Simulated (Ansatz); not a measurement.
**Geometry relaxation of Cr (part 2 of 2)**

The same run, continued: Cr (2 atoms in the cell); DFT, PBE, PAW with Ansatz's default frozen-core files, scalar-relativistic, spin-polarised (Ansatz 0.2.0); cutoff 420 eV, 19×19×10 k-mesh, Fermi–Dirac smearing of 0.08 eV, collinear spins. Its volume is 0.76 times that of the source entry. It belongs to a series of runs on one base structure; here: shape and atoms relaxed at 0.76 of the volume.

Geometry of the input (Å; fractional positions):
```
2.2703  0.0000  0.0000
-1.1351  1.9661  0.0000
0.0000  0.0000  4.0600
Cr 0.3333  0.6667  0.2500
Cr 0.6667  0.3333  0.7500
```

What the program printed, continued
```
SCF iter   1: F=—  HF=-6753.102817 eV  |F-HF|=—  |Δ(HF+E_count)|=         —  Δρ=1.41e-4 (↑1.05e-4 ↓1.41e-4)  dr2=1.49e-6  dr2_m=1.58e-6  M=-0.000 μB ∫|m|=0.000 μB  β_m=0.65  ethr=4.44e-9  ⟨swp⟩=2.3  Hψ=45129  notcnv=0
preconditioner: auto → none  [metal: Δε(μ)=0.008 eV  Ē_g=6.071 eV  σ=0.080 eV  W_gap=0.02  n_scr=2 (ndim 8)  ℏωp=30.2 eV  f_vac=0.000  D(μ)=2.47/eV (n_scr^D=36)]
SCF iter   2: F=—  HF=-6753.102820 eV  |F-HF|=—  |Δ(HF+E_count)|=   3.28e-6  Δρ=5.89e-5 (↑4.31e-5 ↓5.89e-5)  dr2=1.95e-7  dr2_m=3.03e-7  M=-0.000 μB ∫|m|=0.000 μB  β_m=0.65  ethr=4.44e-9  ⟨swp⟩=2.1  Hψ=13369  notcnv=0
SCF iter   3: F=—  HF=-6753.102821 eV  |F-HF|=—  |Δ(HF+E_count)|=   8.06e-7  Δρ=1.29e-5 (↑1.19e-5 ↓1.29e-5)  dr2=4.65e-8  dr2_m=6.82e-9  M=-0.000 μB ∫|m|=0.000 μB  β_m=0.57  ethr=6.96e-10  ⟨swp⟩=2.0  Hψ=15542  notcnv=0
iter 4 did not close the SCF: its close was put off for a magnetic moment that had not settled (scf_convergence_deferred on its scf_iter line)
SCF iter   4: F=-6753.102821 eV  HF=-6753.102821 eV  |F-HF|=5.11e-9  |Δ(HF+E_count)|=   3.03e-9  Δρ=5.67e-6 (↑4.56e-6 ↓5.67e-6)  dr2=9.19e-9  dr2_m=1.24e-9  M=-0.000 μB ∫|m|=0.000 μB  β_m=0.71  ethr=1.66e-10  ⟨swp⟩=2.0  Hψ=30942  notcnv=0
SCF iter   5: F=-6753.102821 eV  HF=-6753.102821 eV  |F-HF|=8.87e-10  |Δ(HF+E_count)|=  4.83e-10  Δρ=1.70e-6 (↑1.66e-6 ↓1.70e-6)  dr2=1.35e-9  dr2_m=2.80e-11  M=-0.000 μB ∫|m|=0.000 μB  ethr=3.28e-11  ⟨swp⟩=1.3  Hψ=24076  notcnv=0
the starting moments were not kept: the SCF closed with an absolute magnetisation of 5.5e-6 μB, where they sum to 4 μB in size (2 sites). That is at most 0.1 of that sum. Measured as dr2_m measures the in/out step, that magnetisation stands 6.3e-12 eV from none, at or under the dr2_threshold of 2.0e-7 eV: it is no larger than a step whose dr2_m would equal this threshold.
SCF 4 converged in 5 iterations: F = -6753.102821 eV  dr2 = 1.35e-9
relax step   4: F+E_penalty+E_count = -6753.10282107 eV  Δ(F+E_penalty+E_count) = -1.477e-5 eV  max|allowed force component| = 3.585e-17 eV/Å  Δτ_max = 0.0000 Å  P = +111.654 GPa  Ω = 18.122 Å³  energy of the carried Pulay correction = -2.840e-5 eV  fix = [volume]  reactions: volume +111.654 GPa  (5 SCF iters, dr2 threshold 2.00e-7 eV, accepted)
Basis set: ecut = 420 eV, 361 PW (Γ), exchange–correlation on 32×32×54 points (8 copies of the dense FFT grid, shifted against one another)
Initial wavefunctions: pseudopotential atomic-orbital guess (no wavefunctions were taken with the density)
iter 1 solved again at ethr=2.85e-9 eV; its pass at ethr=3.10e-3 eV (dr2=7.98e-7 eV) is discarded
SCF iter   1: F=—  HF=-6753.102837 eV  |F-HF|=—  |Δ(HF+E_count)|=         —  Δρ=1.95e-4 (↑1.95e-4 ↓1.95e-4)  dr2=5.93e-7  dr2_m=3.40e-11  M=-0.000 μB ∫|m|=0.000 μB  β_m=0.65  ethr=2.85e-9  ⟨swp⟩=3.0  Hψ=61467  notcnv=0
SCF iter   2: F=—  HF=-6753.102861 eV  |F-HF|=—  |Δ(HF+E_count)|=   2.39e-5  Δρ=6.82e-5 (↑6.81e-5 ↓6.82e-5)  dr2=7.16e-8  dr2_m=8.57e-12  M=-0.000 μB ∫|m|=0.000 μB  β_m=0.64  ethr=2.12e-9  ⟨swp⟩=1.0  Hψ=9600  notcnv=0
SCF iter   3: F=—  HF=-6753.102864 eV  |F-HF|=—  |Δ(HF+E_count)|=   3.35e-6  Δρ=1.56e-6 (↑1.52e-6 ↓1.56e-6)  dr2=2.12e-10  dr2_m=5.77e-13  M=-0.000 μB ∫|m|=0.000 μB  β_m=0.71  ethr=2.56e-10  ⟨swp⟩=1.0  Hψ=9600  notcnv=0
SCF iter   4: F=—  HF=-6753.102866 eV  |F-HF|=—  |Δ(HF+E_count)|=   2.17e-6  Δρ=5.12e-7 (↑5.12e-7 ↓4.99e-7)  dr2=1.16e-10  dr2_m=8.10e-14  M=-0.000 μB ∫|m|=0.000 μB  β_m=0.63  ethr=1.00e-12  ⟨swp⟩=2.0  Hψ=16689  notcnv=0
SCF iter   5: F=—  HF=-6753.102866 eV  |F-HF|=—  |Δ(HF+E_count)|=  2.74e-10  Δρ=1.93e-7 (↑1.93e-7 ↓1.89e-7)  dr2=9.82e-12  dr2_m=3.89e-14  M=-0.000 μB ∫|m|=0.000 μB  β_m=0.82  ethr=1.00e-12  ⟨swp⟩=2.0  Hψ=12229  notcnv=0
SCF iter   6: F=-6753.102866 eV  HF=-6753.102866 eV  |F-HF|=1.82e-11  |Δ(HF+E_count)|=  3.84e-10  Δρ=2.25e-7 (↑2.25e-7 ↓2.25e-7)  dr2=2.58e-11  dr2_m=6.30e-17  M=-0.000 μB ∫|m|=0.000 μB  ethr=1.00e-12  ⟨swp⟩=2.0  Hψ=24998  notcnv=0
the starting moments were not kept: the SCF closed with an absolute magnetisation of 5.5e-9 μB, where they sum to 4 μB in size (2 sites). That is at most 0.1 of that sum. Measured as dr2_m measures the in/out step, that magnetisation stands 1.0e-17 eV from none, at or under the dr2_threshold of 1.8e-10 eV: it is no larger than a step whose dr2_m would equal this threshold.
SCF 5 converged in 6 iterations: F = -6753.102866 eV  dr2 = 2.58e-11
relax step   5: F+E_penalty+E_count = -6753.10286649 eV  Δ(F+E_penalty+E_count) = -4.542e-5 eV  max|allowed force component| = 3.469e-17 eV/Å  Δτ_max = 0.0000 Å  P = +111.663 GPa  Ω = 18.122 Å³  fix = [volume]  reactions: volume +111.663 GPa  stress off target by 2.15e-2 GPa on what of the cell is left free  SCF on the basis re-selected at this cell (its energy is not comparable with the rows above)  (6 SCF iters)
```

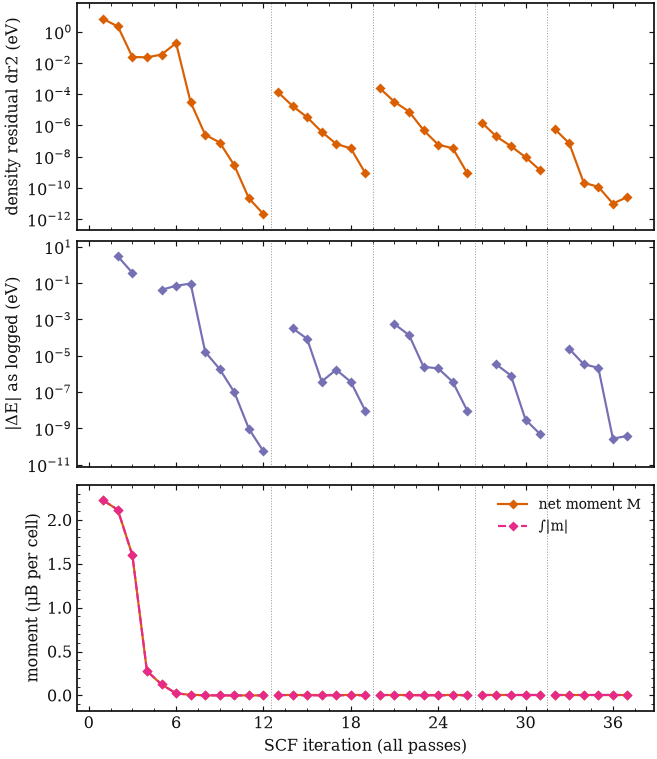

Figure 1. Convergence of the self-consistent field: density residual dr2, size of the energy change and magnetic moment against the SCF iteration. The dotted lines part the SCF passes of the relaxation: geometry steps, rejected trials and re-solves on a re-selected basis. The 5 passes take 5 to 12 iterations each, 37 in all. The net moment goes from 2.2 to 0.0 μB per cell, and ∫|m| falls to zero.

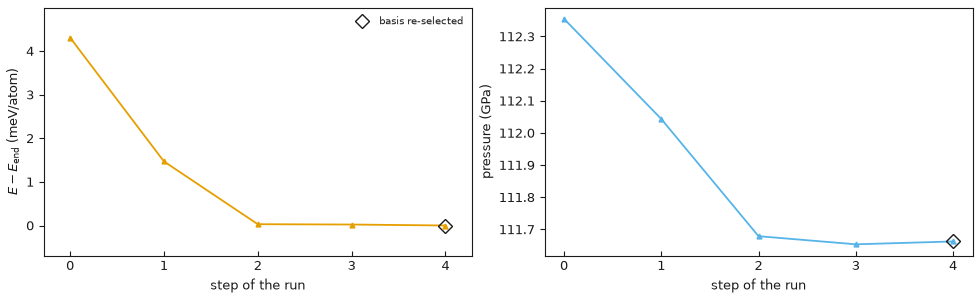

Figure 2. Progress of the relaxation, step by step (the first geometry is step 0 here and step 1 in the log).

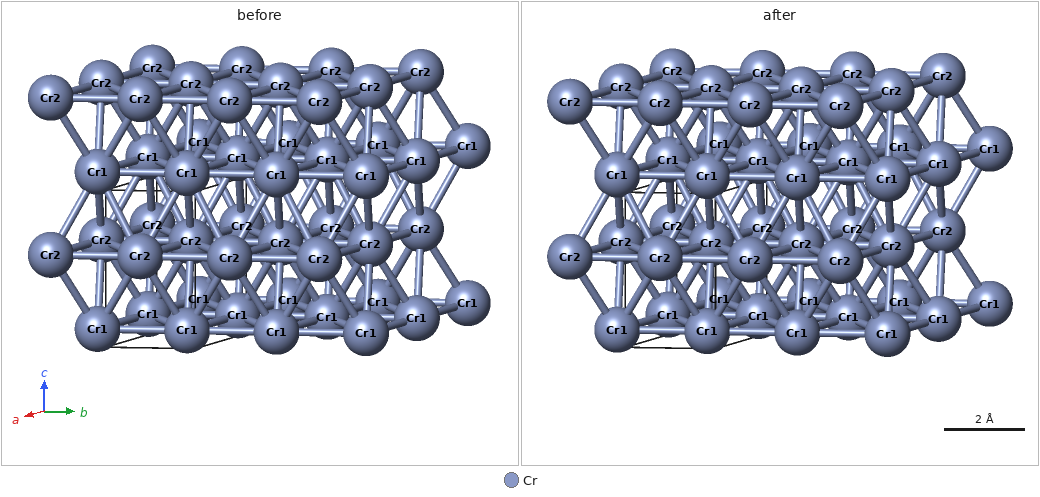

Figure 3. Before (left) and after (right) the relaxation, at one scale (ball-and-stick view of the cell of the calculation, repeated 3 × 4 × 2, seen at an oblique angle). After 3 geometry steps the energy has fallen by 4.3 meV per atom. All forces vanish by symmetry, so only the cell relaxes. The pressure goes from 112.36 to 111.66 GPa. The atoms keep their places relative to the cell (all moves are under 0.005 Å). The drawn cell changes at constant volume: a = b 2.270 → 2.286 Å (+0.7 %), c 4.060 → 4.005 Å (−1.4 %). Among the contacts that change: Cr1–Cr2 2.416 → 2.398 Å, Cr1–Cr1 2.270 → 2.286 Å. The space group stays P6_3/mmc (No. 194). A last SCF at the same geometry on a re-selected plane-wave basis shifts the energy by next to nothing (0.0 meV per atom). (Atoms are counted from 1 in the order of the input.)

```
basis re-selected at this cell: Δ(F+E_penalty+E_count) = -4.542e-5 eV, ΔP = +0.009 GPa vs the last step (what re-selecting the basis moved, of the pressure what is left beyond the Pulay correction that the steps carried, after the strain that the cell walked since its last selection, with what the two solves' SCF thresholds leave and, on support functions, any second-order correction that the steps lacked; it is no measure of the basis error at this ecutwfc). The dense FFT grid was sized anew with the basis: this SCF ran on 16×16×27 points, the steps before it on 16×16×30, so part of this shift can come from that change (see relax.cell in the input reference). This SCF's stress stands 2.15e-2 GPa from its target on what of the cell is left free (relax.cell.stress_tol is 1.50e-1 GPa) and its largest allowed force component is 3.47e-17 eV/Å (relax.f_tol is 5.00e-3 eV/Å): within both
SCF converged after 6 iterations
Magnetization: -0.0000 μB (14.0000 up, 14.0000 down)
Absolute magnetization: 0.0000 μB (∫|ρ↑−ρ↓|, with the PAW one-centre terms)
Spin contamination: 0.0000 ħ² per cell (⟨S²⟩ above its minimum at these occupations)
Per-site moments (μB) at R_I (Å): [(-7.045800201254565e-10, 0.9429068749389724), (-7.045799096194242e-10, 0.9429068749389724)]
Free energy (F): -6753.102866 eV
Harris-Foulkes:  -6753.102866 eV  (|F-HF|=1.82e-11)
Internal energy: -6753.050048 eV  (E = F + TS)
E sigma→0 (E₀):  -6753.076457 eV
Entropy (-TS):   -0.052818 eV (-26.409 meV/atom)
Fermi energy:    25.361150 eV
--- Per-component energies (eV) ---
  E_band       = -119.928446
  E_kinetic    = 706.797694
  E_local      = -1935.766371  (includes V_loc(G=0)·N_el)
  E_nonlocal   = 166.461355
  E_hartree    = 899.365688
  E_xc         = -285.533302
  E_vxc        = -364.858086  (∫ρ·V_xc dr)
  E_paw        = -2397.260021  (= ΣΔE_a)
  E_vpaw       = -491.294773  (= ΣTr[D̂ρ^β])
  E_aug_tail   = 0.000660  (compensation charges beyond the density's cutoff)
  E_ewald      = -3907.115751
  E_smearing   = -0.052818  (= −TS)
  E_closure    = 0.000000  (closes the sum)
  Σ components = -6753.102866   (vs F -6753.102866, Δ=0.00e0)
--- Forces (eV/Å), atoms counted from 1 ---
  atom   1  Cr    -0.00000000    -0.00000000     0.00000000
  atom   2  Cr     0.00000000     0.00000000     0.00000000
  max |Σ_I F_I| component: 9.25e-18 eV/Å
--- Stress (GPa, compression-positive) ---
      111.673311      -0.000000       0.000000
       -0.000000     111.673311       0.000000
        0.000000       0.000000     111.641037
  P = ⅓ Tr σ = 111.6626 GPa (1116.626 kbar)
--- Relaxed structure (4 steps of the walk, 4 accepted, 1 SCFs on fresh bases) ---
  F+E_penalty+E_count = -6753.10286649 eV   max|allowed force component| = 3.469e-17 eV/Å   (the final SCF, on the basis selected at the relaxed cell)
  cell:  # Å, volume = 18.1222 Å³
    - [2.2858348483369033, -2.9065521159528197e-11, 0.0]
    - [-1.14291742414328, 1.9795910475300402, 0.0]
    - [0.0, 0.0, 4.004892608289847]
  atoms:
    - { symbol: Cr, position: [0.33333333333333326, 0.6666666666666667, 0.25] }
    - { symbol: Cr, position: [0.6666666666666666, 0.33333333333333337, 0.75] }
```

Trajectory as extended XYZ (Å, eV, eV/Å), 5 frames, from step=1 to step=5
```
2
Lattice="2.2703 0.0000 0.0000 -1.1351 1.9661 0.0000 0.0000 0.0000 4.0600" Properties=species:S:1:pos:R:3:forces:R:3 step=1 energy=-6753.09425 pressure_GPa=112.36
Cr    0.0000    1.3107    1.0150    0.0000   0.0000   0.0000
Cr    1.1351    0.6554    3.0450    0.0000   0.0000   0.0000
2
Lattice="2.2767 0.0000 0.0000 -1.1383 1.9716 0.0000 0.0000 0.0000 4.0372" Properties=species:S:1:pos:R:3:forces:R:3 step=2 energy=-6753.09993 pressure_GPa=112.04
Cr    0.0000    1.3144    1.0093    0.0000   0.0000   0.0000
Cr    1.1383    0.6572    3.0279    0.0000   0.0000   0.0000
2
Lattice="2.2852 0.0000 0.0000 -1.1426 1.9790 0.0000 0.0000 0.0000 4.0072" Properties=species:S:1:pos:R:3:forces:R:3 step=3 energy=-6753.10281 pressure_GPa=111.68
Cr    0.0000    1.3193    1.0018    0.0000   0.0000   0.0000
Cr    1.1426    0.6597    3.0054    0.0000   0.0000   0.0000
2
Lattice="2.2858 0.0000 0.0000 -1.1429 1.9796 0.0000 0.0000 0.0000 4.0049" Properties=species:S:1:pos:R:3:forces:R:3 step=4 energy=-6753.10282 pressure_GPa=111.65
Cr    0.0000    1.3197    1.0012    0.0000   0.0000   0.0000
Cr    1.1429    0.6599    3.0037    0.0000   0.0000   0.0000
2
Lattice="2.2858 0.0000 0.0000 -1.1429 1.9796 0.0000 0.0000 0.0000 4.0049" Properties=species:S:1:pos:R:3:forces:R:3 step=5 energy=-6753.10287 pressure_GPa=111.66
Cr    0.0000    1.3197    1.0012    0.0000   0.0000   0.0000
Cr    1.1429    0.6599    3.0037    0.0000   0.0000   0.0000
```

Key numbers

```csv
quantity,value
outcome,converged
space group (tolerance 0.01 Å),P6₃/mmc (194)
electrons treated,28
free energy,−6753.1029 eV
Fermi energy,25.361 eV
net moment of the cell,0.00 μB
integrated absolute moment,0.00 μB
pressure,111.66 GPa
final volume,18.12 Å³
largest force (length of the vector) at the end,under 0.001 eV/Å
final cell,"a = 2.286 Å, b = 2.286 Å, c = 4.005 Å, α = 90.00°, β = 90.00°, γ = 120.00°"
hardware,"1 thread of Arm Neoverse V1, 24 GiB of memory available, shared host"
wall time,51 s
peak memory,0.42 GiB
```

Remarks

Warnings of the run: some starting moments were not kept. The cell is under a pressure of 112 GPa at this level, so it is not at its equilibrium volume.
